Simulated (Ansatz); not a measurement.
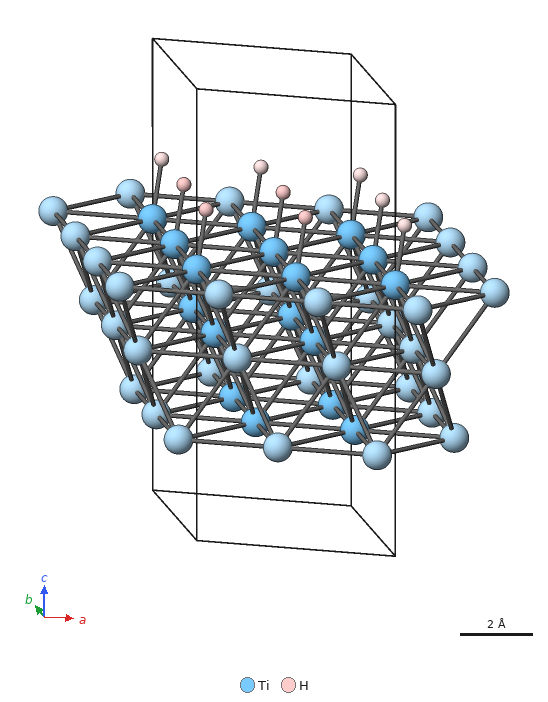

The structure as given in the input (ball-and-stick view of the 2 × 2 repeat of the cell, with the vacuum cut short, seen slightly off an axis; neighbours outside the cell are drawn fainter). An atom can appear more than once, as a periodic image.

Run report: Ti₃H, geometry relaxation

Ti₃H (slab, 4 atoms in the cell), computed with DFT PBE, scalar-relativistic, plane waves, PAW, PAW set soft_1, no spin polarisation (Ansatz 0.2.0).

The structure derives from an entry of the Crystallography Open Database. The input holds or restrains some coordinates. Forces given for the steps count only the free coordinates.

Log:
```
Engine: ansatz 0.2.0, aarch64-unknown-linux-gnu
Pseudopotentials: kind: paw
Pseudopotential: Ti, paw, valence charge 12, recommended cutoff 420 eV (normal), [file]
Pseudopotential: H, paw, valence charge 1, recommended cutoff 420 eV (normal), [file]
Functional definition: PBE
  parameter kappa = 0.804
  parameter beta = 0.06672455060314922
  exchange = pbe_x(kappa = kappa, mu = beta*pi^2/3)
  correlation = pbe_c(beta = beta)
Crystal: 4 atoms, lattice volume = 146.377 Å³
Basis set: ecut = 420 eV, 2839 PW (Γ), exchange–correlation on 40×40×270 points (8 copies of the dense FFT grid, shifted against one another)
Bands: 23, of which v1, the nominal top of the filled ones, is band 19 counted from 1 (18 counted from 0)
Symmetry: 2 space group operations
Space group: Cm (ITA 8), of the structure as read, at distance tolerance 5.3e-5 Å
k-points: 25 of 81 (time reversal used)
Non-local potential: Ti, projectors of the file, l = 0: 3, l = 1: 2, l = 2: 3, l = 3: 1
Non-local potential: H, projectors of the file, l = 0: 2, l = 1: 1
PAW form: soft (Blöchl's): semilocal exchange-correlation on the pseudo side does not see the compensation charge
PAW one-centre angular grid: Ti, 590 points (default); XC on 64 Gauss nodes
PAW one-centre angular grid: H, 110 points (default); XC on 64 Gauss nodes
Initial density: superposition of atomic densities (neutral atoms: chi_scale 0, normalization atom)
Initial wavefunctions: pseudopotential atomic-orbital guess
Functional: x = pbe(κ = 0.804, μ = 0.2195149727645171), c = pbe(β = 0.06672455060314922)
SCF iter   1: F=—  HF=-7515.752635 eV  |F-HF|=—  |Δ(HF+E_count)|=         —  Δρ=5.87e-2  dr2=3.75e1  ethr=3.10e-3  p=0.000 e·Å  D=2.80e-6 V/Å  ΔV_dip=-0.00 eV  dr2_dipole=6.21e0  V_vac-E_F(+/−)=8.20/8.20 eV  ⟨swp⟩=7.8  Hψ=2993  notcnv=0
efield: sawtooth ramp at fractional position 0.8302 (placed from the atoms, in the widest stretch of the axis that holds none; the zero of the levels goes with the place), width 0.0400; the density the first Hamiltonian is built on has a dipole p = 0.000 e·Å; the dipole correction subtracts the counter field D = 2.80e-6 V/Å, which shifts the + side's vacuum level by -0.00 eV against the − side's; the planar-averaged density in the ramp window peaks in size at 3.8e-6 e/Å³
preconditioner: auto → LDOS  [metal: Δε(μ)=0.050 eV  Ē_g=3.051 eV  σ=0.100 eV  W_gap=0.27  n_scr=12 (ndim 8)  ℏωp=11.1 eV  f_vac=0.523  D(μ)=3.20/eV (n_scr^D=12)  β→1.0]
SCF iter   2: F=—  HF=-7524.314413 eV  |F-HF|=—  |Δ(HF+E_count)|=    8.56e0  Δρ=1.03e-1  dr2=4.06e2  ethr=3.10e-3  p=-0.391 e·Å  D=-4.83e-1 V/Å  ΔV_dip=9.67 eV  dr2_dipole=2.28e2  V_vac-E_F(+/−)=6.43/-3.23 eV  ⟨swp⟩=13.0  Hψ=4139  notcnv=0  defer=11  recentre
SCF iter   3: F=—  HF=-7513.928932 eV  |F-HF|=—  |Δ(HF+E_count)|=    1.04e1  Δρ=3.16e-2  dr2=1.45e1  ethr=3.10e-3  p=0.007 e·Å  D=8.30e-3 V/Å  ΔV_dip=-0.17 eV  dr2_dipole=3.98e0  V_vac-E_F(+/−)=7.21/7.38 eV  ⟨swp⟩=9.2  Hψ=3201  notcnv=0  defer=2
SCF iter   4: F=—  HF=-7513.274423 eV  |F-HF|=—  |Δ(HF+E_count)|=   6.55e-1  Δρ=6.57e-3  dr2=2.75e-1  ethr=3.10e-3  p=0.123 e·Å  D=1.53e-1 V/Å  ΔV_dip=-3.05 eV  dr2_dipole=3.29e-2  V_vac-E_F(+/−)=6.03/9.04 eV  ⟨swp⟩=4.0  Hψ=1201  notcnv=0
SCF iter   5: F=—  HF=-7513.206952 eV  |F-HF|=—  |Δ(HF+E_count)|=   6.75e-2  Δρ=4.82e-3  dr2=2.45e-1  ethr=7.44e-4  p=0.055 e·Å  D=6.81e-2 V/Å  ΔV_dip=-1.36 eV  dr2_dipole=7.67e-3  V_vac-E_F(+/−)=5.92/7.26 eV  ⟨swp⟩=3.7  Hψ=986  notcnv=0  defer=3
SCF iter   6: F=—  HF=-7513.197785 eV  |F-HF|=—  |Δ(HF+E_count)|=   9.17e-3  Δρ=2.86e-3  dr2=4.25e-2  ethr=6.62e-4  p=-0.131 e·Å  D=-1.62e-1 V/Å  ΔV_dip=3.24 eV  dr2_dipole=3.23e-2  V_vac-E_F(+/−)=5.62/2.40 eV  ⟨swp⟩=3.0  Hψ=889  notcnv=0  defer=3
SCF iter   7: F=—  HF=-7513.176376 eV  |F-HF|=—  |Δ(HF+E_count)|=   2.14e-2  Δρ=8.40e-4  dr2=1.10e-2  ethr=1.15e-4  p=-0.082 e·Å  D=-1.02e-1 V/Å  ΔV_dip=2.03 eV  dr2_dipole=5.57e-3  V_vac-E_F(+/−)=5.64/3.62 eV  ⟨swp⟩=2.1  Hψ=870  notcnv=0
SCF iter   8: F=—  HF=-7513.173922 eV  |F-HF|=—  |Δ(HF+E_count)|=   2.45e-3  Δρ=4.53e-4  dr2=1.38e-3  ethr=2.96e-5  p=-0.044 e·Å  D=-5.40e-2 V/Å  ΔV_dip=1.08 eV  dr2_dipole=2.90e-4  V_vac-E_F(+/−)=5.70/4.62 eV  ⟨swp⟩=2.5  Hψ=700  notcnv=0
SCF iter   9: F=—  HF=-7513.173953 eV  |F-HF|=—  |Δ(HF+E_count)|=   3.05e-5  Δρ=1.79e-4  dr2=9.08e-4  ethr=3.74e-6  p=-0.038 e·Å  D=-4.72e-2 V/Å  ΔV_dip=0.94 eV  dr2_dipole=6.12e-4  V_vac-E_F(+/−)=5.67/4.73 eV  ⟨swp⟩=2.0  Hψ=744  notcnv=0
SCF iter  10: F=—  HF=-7513.173873 eV  |F-HF|=—  |Δ(HF+E_count)|=   7.98e-5  Δρ=7.52e-5  dr2=1.59e-5  ethr=2.45e-6  p=-0.045 e·Å  D=-5.58e-2 V/Å  ΔV_dip=1.12 eV  dr2_dipole=3.09e-10  V_vac-E_F(+/−)=5.68/4.56 eV  ⟨swp⟩=2.0  Hψ=662  notcnv=0
SCF iter  11: F=-7513.173875 eV  HF=-7513.173876 eV  |F-HF|=1.87e-6  |Δ(HF+E_count)|=   3.71e-6  Δρ=2.60e-5  dr2=2.57e-6  ethr=4.22e-8  p=-0.045 e·Å  D=-5.59e-2 V/Å  ΔV_dip=1.12 eV  dr2_dipole=1.49e-6  V_vac-E_F(+/−)=5.68/4.56 eV  ⟨swp⟩=13.1  Hψ=3725  notcnv=0
SCF 1 converged in 11 iterations: F = -7513.173875 eV  dr2 = 2.57e-6
  greatest PAW one-centre occupation: 0.999 electrons in one spin orbital (limit 2), on the Ti atom at site 1 (counted from 0), in its partial waves of l = 0
relax step   1: F+E_penalty+E_count = -7513.17387455 eV  Δ(F+E_penalty+E_count) = +0.000e0 eV  max|allowed force component| = 9.345e-2 eV/Å  Δτ_max = 0.0000 Å  (11 SCF iters, dr2 threshold 1.56e-5 eV, accepted)
Initial density: handed on by an earlier stage of this run
Initial wavefunctions: those handed on with the density
iter 1 solved again at ethr=7.39e-6 eV; its pass at ethr=3.10e-3 eV (dr2=2.74e-3 eV) is discarded
SCF iter   1: F=—  HF=-7513.174512 eV  |F-HF|=—  |Δ(HF+E_count)|=         —  Δρ=7.15e-4  dr2=2.73e-3  ethr=7.39e-6  p=-0.045 e·Å  D=-5.59e-2 V/Å  ΔV_dip=1.12 eV  dr2_dipole=4.76e-4  V_vac-E_F(+/−)=5.67/4.55 eV  ⟨swp⟩=1.0  Hψ=1758  notcnv=0
efield: sawtooth ramp at fractional position 0.8302 (handed on by an earlier solve), width 0.0400; the density the first Hamiltonian is built on has a dipole p = -0.045 e·Å; the dipole correction subtracts the counter field D = -5.59e-2 V/Å, which shifts the + side's vacuum level by +1.12 eV against the − side's; the planar-averaged density in the ramp window peaks in size at 8.7e-6 e/Å³
preconditioner: auto → LDOS  [insulator: Δε(μ)=0.122 eV  Ē_g=2.557 eV  σ=0.100 eV  W_gap=0.55  n_scr=12 (ndim 8)  ℏωp=11.1 eV  f_vac=0.542  D(μ)=4.73/eV (n_scr^D=14)  ε∞_Penn≈19.7  β→1.0]
SCF iter   2: F=—  HF=-7513.174417 eV  |F-HF|=—  |Δ(HF+E_count)|=   9.51e-5  Δρ=3.45e-4  dr2=3.34e-4  ethr=7.37e-6  p=-0.048 e·Å  D=-5.96e-2 V/Å  ΔV_dip=1.19 eV  dr2_dipole=2.19e-5  V_vac-E_F(+/−)=5.75/4.55 eV  ⟨swp⟩=2.0  Hψ=678  notcnv=0
SCF iter   3: F=—  HF=-7513.174380 eV  |F-HF|=—  |Δ(HF+E_count)|=   3.72e-5  Δρ=1.67e-4  dr2=8.11e-5  ethr=9.02e-7  p=-0.046 e·Å  D=-5.69e-2 V/Å  ΔV_dip=1.14 eV  dr2_dipole=7.91e-7  V_vac-E_F(+/−)=5.69/4.55 eV  ⟨swp⟩=2.8  Hψ=765  notcnv=0
SCF iter   4: F=—  HF=-7513.174408 eV  |F-HF|=—  |Δ(HF+E_count)|=   2.80e-5  Δρ=2.92e-5  dr2=4.06e-6  ethr=2.19e-7  p=-0.047 e·Å  D=-5.76e-2 V/Å  ΔV_dip=1.15 eV  dr2_dipole=4.08e-7  V_vac-E_F(+/−)=5.70/4.55 eV  ⟨swp⟩=2.2  Hψ=738  notcnv=0
SCF iter   5: F=—  HF=-7513.174407 eV  |F-HF|=—  |Δ(HF+E_count)|=   2.49e-7  Δρ=1.03e-5  dr2=5.00e-7  ethr=1.10e-8  p=-0.047 e·Å  D=-5.76e-2 V/Å  ΔV_dip=1.15 eV  dr2_dipole=1.21e-9  V_vac-E_F(+/−)=5.71/4.55 eV  ⟨swp⟩=2.0  Hψ=740  notcnv=0
SCF iter   6: F=-7513.174407 eV  HF=-7513.174407 eV  |F-HF|=2.56e-8  |Δ(HF+E_count)|=   4.22e-8  Δρ=3.33e-6  dr2=5.84e-8  ethr=2.70e-10  p=-0.047 e·Å  D=-5.77e-2 V/Å  ΔV_dip=1.15 eV  dr2_dipole=3.21e-9  V_vac-E_F(+/−)=5.71/4.55 eV  ⟨swp⟩=7.2  Hψ=2645  notcnv=0
SCF 2 converged in 6 iterations: F = -7513.174407 eV  dr2 = 5.84e-8
relax step   2: F+E_penalty+E_count = -7513.17440730 eV  Δ(F+E_penalty+E_count) = -5.327e-4 eV  max|allowed force component| = 1.960e-2 eV/Å  Δτ_max = 0.0145 Å  (6 SCF iters, accepted)
```

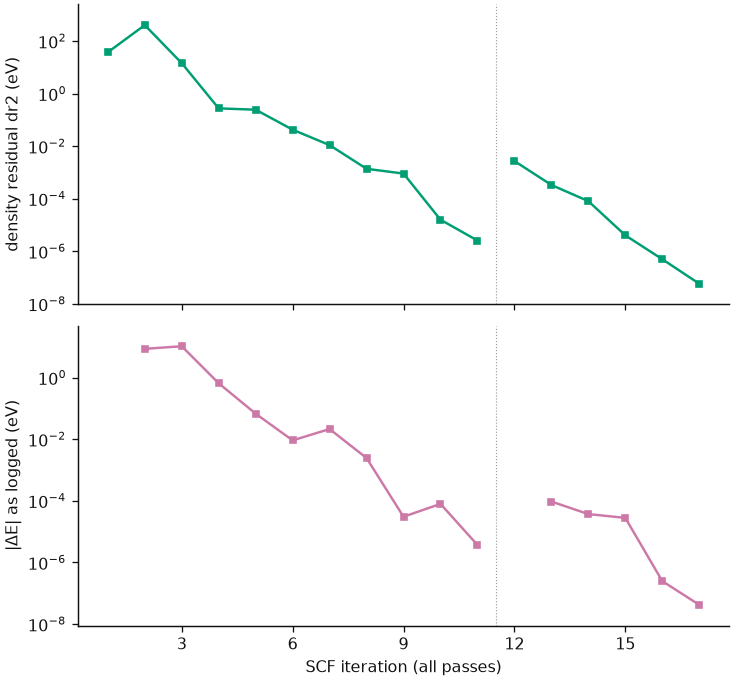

Convergence of the self-consistent field: density residual dr2 and size of the energy change against the SCF iteration. The dotted lines part the SCF passes of the relaxation: geometry steps, rejected trials and re-solves on a re-selected basis. The passes take 11 and 6 iterations.

```
SCF converged after 6 iterations
Free energy (F): -7513.174407 eV
Harris-Foulkes:  -7513.174407 eV  (|F-HF|=2.56e-8)
Internal energy: -7513.150727 eV  (E = F + TS)
E sigma→0 (E₀):  -7513.162567 eV
Entropy (-TS):   -0.023680 eV (-5.920 meV/atom)
Fermi energy:    1.622115 eV
Dipole field:    D = -0.057583 V/Å  (p = -0.046580 e·Å, saw-weighted, corrected)
Work function:   Φ+ = 5.7049 eV   Φ− = 4.5534 eV
Levels:          The Fermi level and band energies are counted from a zero that moves with the ramp; work functions are not
--- Per-component energies (eV) ---
  E_band       = -895.737616
  E_kinetic    = 857.127819
  E_local      = -27317.438264  (includes V_loc(G=0)·N_el)
  E_nonlocal   = 182.937090
  E_hartree    = 13176.347767
  E_xc         = -356.115820
  E_vxc        = -446.127840  (∫ρ·V_xc dr)
  E_paw        = -3127.716760  (= ΣΔE_a)
  E_vpaw       = -523.534942  (= ΣTr[D̂ρ^β])
  E_aug_tail   = -0.001133  (compensation charges beyond the density's cutoff)
  E_efield     = 0.001341  (sawtooth field / dipole correction)
  E_vefield    = -1.390268  (∫n·V_field dr)
  E_ewald      = 9071.707232
  E_smearing   = -0.023680  (= −TS)
  E_closure    = 0.000000  (closes the sum)
  Σ components = -7513.174407   (vs F -7513.174407, Δ=0.00e0)
--- Forces (eV/Å), atoms counted from 1 ---
  atom   1  Ti    -0.00000000     0.02660623     0.07589498
  atom   2  Ti     0.00000000    -0.02541067    -0.45159965
  atom   3  Ti     0.00000000    -1.38438429     0.39520175
  atom   4  H     -0.00000000     1.38320927    -0.01960027
  max |Σ_I F_I| component: 1.03e-4 eV/Å
--- Band table (eV; the first three rows and the last of 25) ---
  k-point 0: bands = ["-55.2002", "-55.1782", "-54.8832", "-31.6825", "-31.4845", "-31.2099", "-31.1584", "-31.1572", "-31.1374", "-31.0019", "-30.8731", "-30.8639", "-4.2697", "-3.2130", "-1.7047", "-0.6375", "1.5245", "2.2888", "2.3019", "2.3103", "2.4881", "2.5035", "2.5038"]
  k-point 1: bands = ["-55.1897", "-55.1684", "-54.8751", "-31.6612", "-31.4838", "-31.2252", "-31.2246", "-31.2032", "-31.1719", "-30.9936", "-30.9183", "-30.8855", "-3.9419", "-2.9261", "-1.4463", "-0.4502", "1.4728", "1.7808", "2.1467", "2.2463", "2.4228", "2.5083", "2.6604"]
  k-point 2: bands = ["-55.1629", "-55.1433", "-54.8546", "-31.6101", "-31.4939", "-31.3810", "-31.3492", "-31.2616", "-31.2088", "-31.0450", "-30.9965", "-30.9170", "-3.0567", "-2.1957", "-0.9015", "0.0133", "0.9980", "1.2830", "1.6945", "1.9071", "2.3816", "2.7457", "2.9903"]
  k-point 24: bands = ["-55.1193", "-55.1013", "-54.8209", "-31.6435", "-31.5668", "-31.5180", "-31.4781", "-31.3426", "-31.3160", "-31.1495", "-31.0468", "-31.0030", "-1.4437", "-0.7282", "-0.1103", "0.6027", "0.7415", "1.0581", "1.2627", "1.4954", "1.8124", "2.4715", "3.0510"]
--- Relaxed structure (2 steps of the walk, 2 accepted, 0 SCFs on fresh bases) ---
  F+E_penalty+E_count = -7513.17440730 eV   max|allowed force component| = 1.960e-2 eV/Å
  atoms:
    - { symbol: Ti, position: [0.66666666665, 0.3333333333, 0.20006476250000002] }
    - { symbol: Ti, position: [0.33333333335, 0.6666666667, 0.31244293060000006] }
    - { symbol: Ti, position: [0.0, 0.0, 0.42481380790000006] }
    - { symbol: H, position: [0.16666666665000002, 0.3333333333, 0.5011432191446821] }
```

Trajectory as extended XYZ (Å, eV, eV/Å), 2 frames, from step=1 to step=2:
```
4
Lattice="2.9075 0.0000 0.0000 -1.4538 2.5180 0.0000 0.0000 0.0000 19.9935" Properties=species:S:1:pos:R:3:forces:R:3 step=1 energy=-7513.17388
Ti    1.4538    0.8393    4.0000    0.0000   0.0267   0.0760
Ti    0.0000    1.6787    6.2468    0.0000  -0.0256  -0.4529
Ti    0.0000    0.0000    8.4935    0.0000  -1.4469   0.2837
H     0.0000    0.8393   10.0051    0.0000   1.4455   0.0935
4
Lattice="2.9075 0.0000 0.0000 -1.4538 2.5180 0.0000 0.0000 0.0000 19.9935" Properties=species:S:1:pos:R:3:forces:R:3 step=2 energy=-7513.17441
Ti    1.4538    0.8393    4.0000    0.0000   0.0266   0.0759
Ti    0.0000    1.6787    6.2468    0.0000  -0.0254  -0.4516
Ti    0.0000    0.0000    8.4935    0.0000  -1.3844   0.3952
H     0.0000    0.8393   10.0196    0.0000   1.3832  -0.0196
```

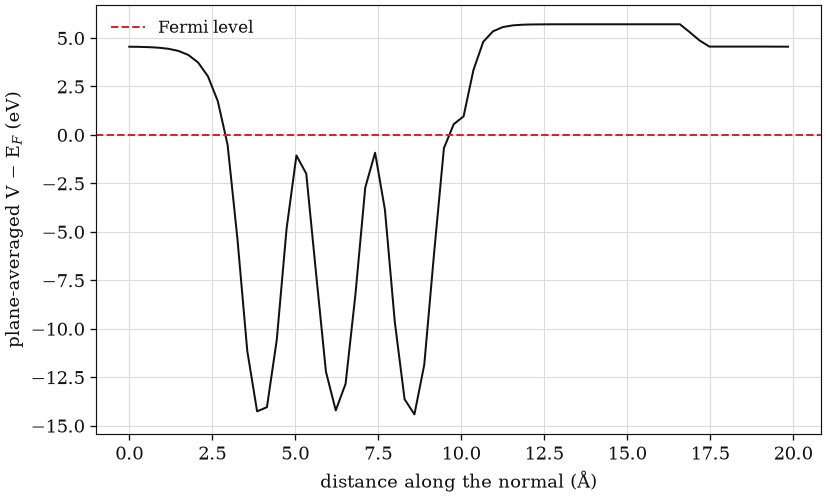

Plane average of the electrostatic potential energy of an electron across the cell, from the Fermi level. The vacuum level lies 5.70 eV above the Fermi level on the upper side and 4.55 eV on the lower.

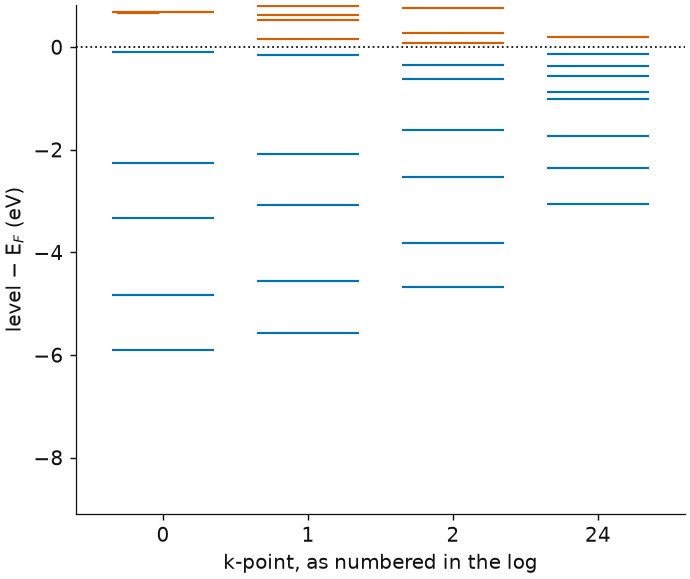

Kohn–Sham levels near the Fermi level (dotted) at the few k-points that the log prints; levels within 0.02 eV of each other stand side by side. The system is metallic on the full mesh.

The run was set up as follows.

Input file:
```yaml
crystal:
  lattice:
    - [2.9075446931, 0.0, 0.0]
    - [-1.4537723466, 2.5180075669, 0.0]
    - [0.0, 0.0, 19.9935258482]
  atoms:
    - { symbol: Ti, position: [0.6666666667, 0.3333333333, 0.2000647625] }
    - { symbol: Ti, position: [0.3333333333, 0.6666666667, 0.3124429306] }
    - { symbol: Ti, position: [0.0, 0.0, 0.4248138079] }
    - { symbol: H, position: [0.1666666667, 0.3333333333, 0.5004172753] }
basis:
  ecutwfc: 420
kpoints:
  mp_grid: { grid: [9, 9, 1] }
hamiltonian:
  xc: pbe
  pseudopotentials: { kind: paw, azcp: { folder: soft_1 } }
scf:
  occupations: { method: gaussian, width: 0.1 }
output:
  forces: true
  eigenvalues: true
relax:
  adjacent_minimum: "off"
  f_tol: 0.025
  max_steps: 16
  constraints: [{ sites: [0, 1, 2] }, { sites: [3], fix: xy }]
efield:
  axis: 3
  dipole_correction: true
  ramp_width: 0.04
```

Launch command:
```bash
ansatz run input.yaml --threads 1 --pin off --max-ram 3072MiB --backend cpu --events-out ev --progress --plain --runs-dir out
```

Key numbers:

```json
{"quantity": "outcome", "value": "converged under the restraints of the input"}
{"quantity": "electrons treated", "value": "37"}
{"quantity": "free energy", "value": "−7513.1744 eV"}
{"quantity": "work function, top face", "value": "5.70 eV"}
{"quantity": "work function, bottom face", "value": "4.55 eV"}
{"quantity": "Fermi energy", "value": "1.622 eV"}
{"quantity": "gap on the k-point mesh", "value": "none (metallic)"}
{"quantity": "final volume", "value": "146.38 Å³"}
{"quantity": "work function (upper face)", "value": "5.70 eV"}
{"quantity": "largest force (length of the vector) at the end, held atoms and coordinates included", "value": "1.440 eV/Å"}
{"quantity": "hardware", "value": "1 thread of Arm Neoverse V1, 24 GiB of memory available, shared host"}
{"quantity": "wall time", "value": "26 s"}
{"quantity": "peak memory", "value": "0.36 GiB"}
```
